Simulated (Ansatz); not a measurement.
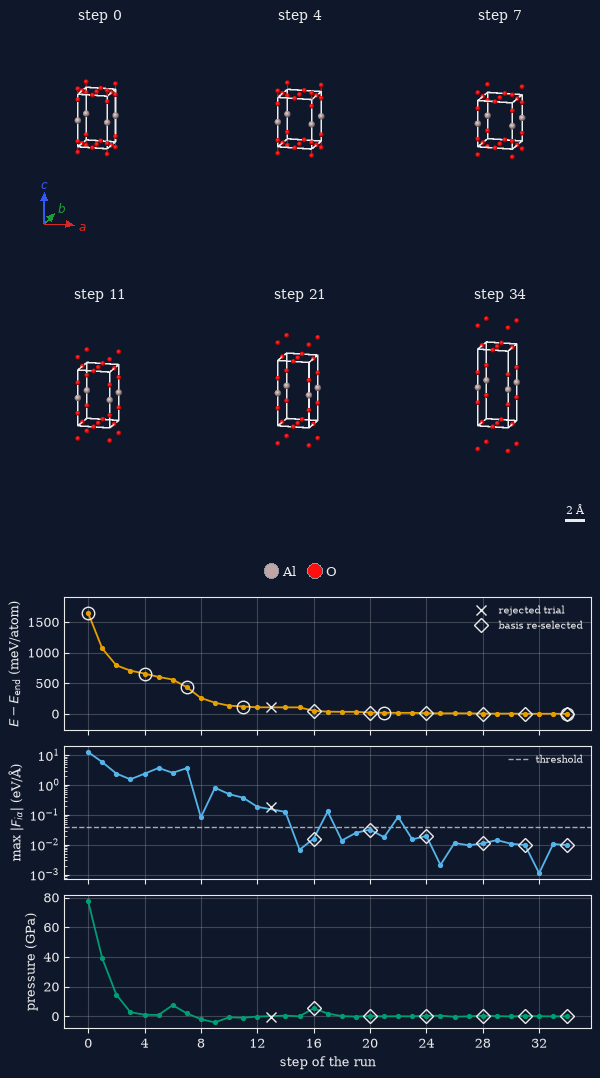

Frames of a relaxation of solid AlO₅ (a generated structure, set up in P4/mmm) (coarse preliminary run), marked on the history of the run. The picture is a ball-and-stick view of the cell of the calculation, seen slightly off an axis.

Computed with Ansatz, DFT PBE, scalar-relativistic, plane waves, PAW. Set-up: plane-wave cutoff 420 eV; k-point mesh 6 × 6 × 4; occupations gaussian; smearing width 0.1 eV; no spin polarisation; cell and atoms relaxed; force threshold 0.04 eV/Å; at most 70 steps.

What happens along the run?

The energy falls by 1651 meV per atom in 27 accepted moves (34 points after the start). The largest force component goes from 13 to 0.0097 eV/Å. Pressure: 77.50 GPa at the start and 0.07 GPa at the end. The line search rejected the trial step at point 13 of the run. The SCF was repeated 6 times at an unchanged geometry on a basis and grid sized afresh for the cell, which shifted the energy by 55.1 meV per atom at most. The largest moves relative to the cell, 1.70 Å, are those of O atoms. Al stays in place. Cell: a = b 3.271 → 3.371 Å (+3.1 %), c 5.806 → 8.461 Å (+45.7 %). Volume +54.8 %. Near-neighbour distances that change, for instance: O–O 1.198 → 5.143 Å, O–O 1.742 → 3.075 Å, Al–O 2.304 → 1.659 Å. Bonds break: O–O (1.20 → 5.14 Å). The space group stays P4/mmm (No. 123). From step 0 to 4: O atoms move most (0.16 Å), volume +24.8 %, energy −992 meV per atom. From step 4 to 7: O atoms move most (0.20 Å), volume −2.8 %, energy −222 meV per atom. From step 7 to 11: O atoms move most (0.35 Å), volume +3.1 %, energy −317 meV per atom. From step 11 to 21: O atoms move most (0.31 Å), volume +11.5 %, energy −102 meV per atom. From step 21 to 34: O atoms move most (0.29 Å), volume +10.9 %, energy −17.9 meV per atom.

Limits of the set-up: an odd number of electrons was run without spin polarisation, which fails if the electron would localise.
